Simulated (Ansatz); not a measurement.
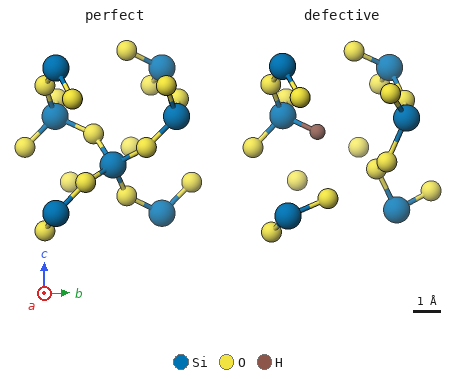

Left: perfect SiO$_{2}$. Right: the same region with a pair of point defects, after relaxing the atoms in a supercell of 72 sites. The picture is a ball-and-stick view of the atoms within 4.1 Å of one point, seen from a free direction.

Method: Ansatz, DFT, PBEsol, PAW, plane waves. (plane-wave cutoff 420 eV; k-point mesh 1 × 1 × 1; mesh shifted by (0.25, 0.25, 0.25); collinear spin) Fermi-Dirac smearing of 0.01 eV. A uniform background neutralises the charged cell. The axes drawn are those of the host's conventional cell.

Question: Which defect is it?

Answer: An oxygen atom is replaced by hydrogen and a silicon atom is taken out (a vacancy), the two sites 1.6 Å apart.

The charge state of the cell is +1.

Question: What does the relaxation do around it?

Answer: In the host the O atom has 2 Si at 1.62 Å; the H atom ends with 1 Si at 1.48 Å. Around the empty Si site the host had 4 O at 1.62 Å; after relaxation the nearest atoms are 3 O at 1.59 to 1.76 Å, 1 H at 1.71 Å. Of the host's atoms, an oxygen atom moves furthest from its site, by 1.29 Å. The H atom itself moves 0.20 Å from where it was put. The cell's net moment is 2.00 μB.

Limits of the set-up: the cell is charged, on a uniform background, and energies carry no finite-size correction.
